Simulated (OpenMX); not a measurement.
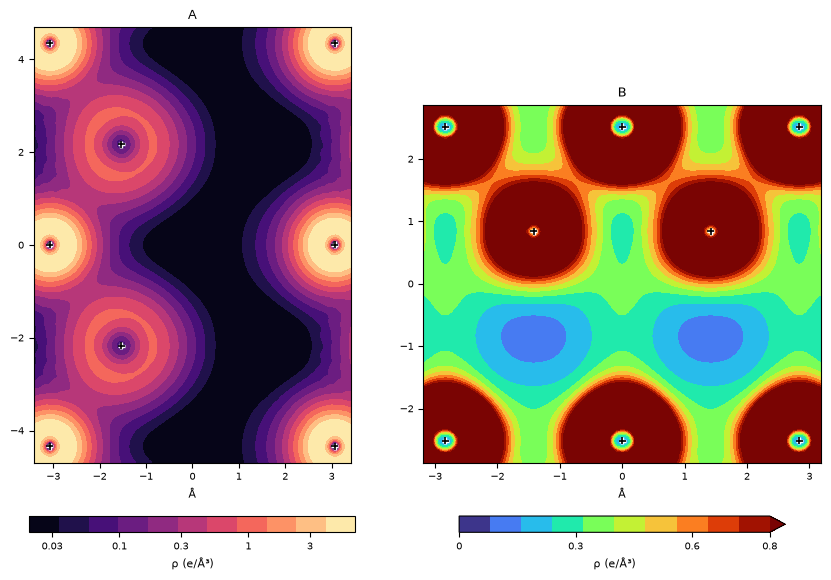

The valence charge density (pseudo) of 2 systems, each on a plane through atoms (crosses mark nuclei in the plane).

Computed with OpenMX, Kohn-Sham DFT of a periodic cell, PBE, spin-orbit coupling, OpenMX 2013 PBE set.

System 1: CdSe, the (011) plane of the conventional cell. Space group F-43m; a structure from a database of computed crystals, not necessarily the ambient phase.

System 2: WC, the (110) plane of the conventional cell. Space group P-6m2.

```xyz
2
Lattice="2.9065 0.0000 0.0000 -1.4532 2.5171 0.0000 0.0000 0.0000 2.8366" Properties=species:S:1:pos:R:3 pbc="T T T"
W     0.0000    0.0000    0.0000
C     1.4533    0.8390    1.4183
```

**Which map belongs to which system?**

Panel A is system 1, CdSe: the plane holds Cd and Se. Cd–Se (2.66 Å): the density is about 0.34 e/Å³ at the midpoint. Panel B is system 2, WC: the plane holds W and C. W–C (2.20 Å): ρ at the midpoint is about 0.64 e/Å³.
